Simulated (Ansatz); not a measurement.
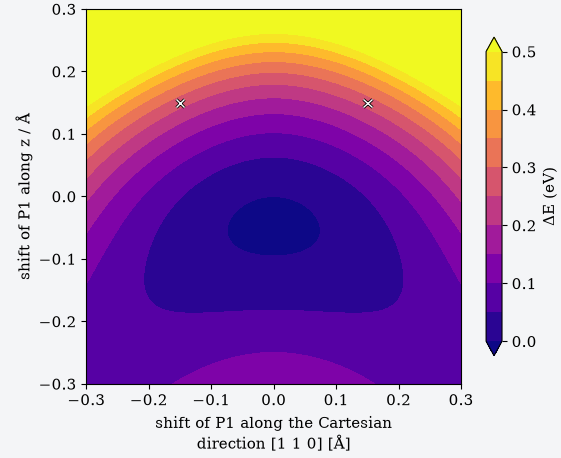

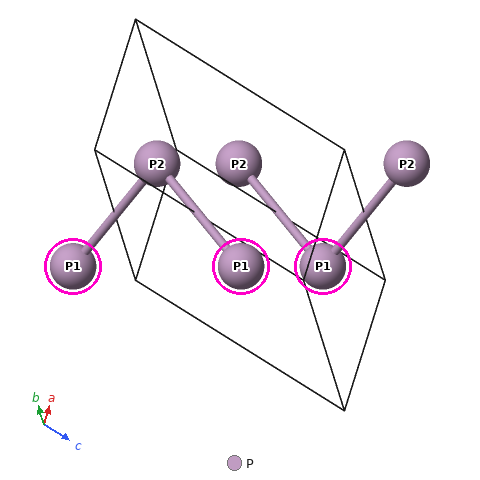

Energy landscape of P (Imma, No. 74; 2 atoms in the cell). Atom P1 is moved over a plane while all other atoms and the cell stay fixed (its periodic images move with it) (x along [1 0 0], y along [0 1 0], z along [0 0 1] of the conventional cell). First axis: shift of P1 along the Cartesian direction [1 1 0]. Second axis: shift of P1 along z. The scan uses a 5 × 5 grid; 14 points were computed and 9 follow by symmetry. At 2 points there is no value. Points are written as (first, second). All energies are given in eV per cell relative to the lowest grid point. The reference cell is the one listed in the database, not relaxed at this level. Computed with DFT PBEsol, scalar-relativistic, plane waves, PAW (Ansatz). Settings: cutoff 420 eV, k-mesh 18×18×18, gaussian smearing 0.15 eV, no spin polarisation.

Drawn: filled contours, crosses at grid points without a value, one colour for all values above the top of the scale. Between grid points the surface is interpolated. The second picture is the structure at the lowest point

### What does the map say about the system?

The lowest grid point is at (0.00 Å, 0.00 Å). No other kind of well shows on this grid. The highest grid point, (−0.30 Å, 0.30 Å), lies 1.08 eV above the lowest. Near the minimum the curvatures are about 3.3 and 8.2 eV/Å² along the soft and the stiff direction.
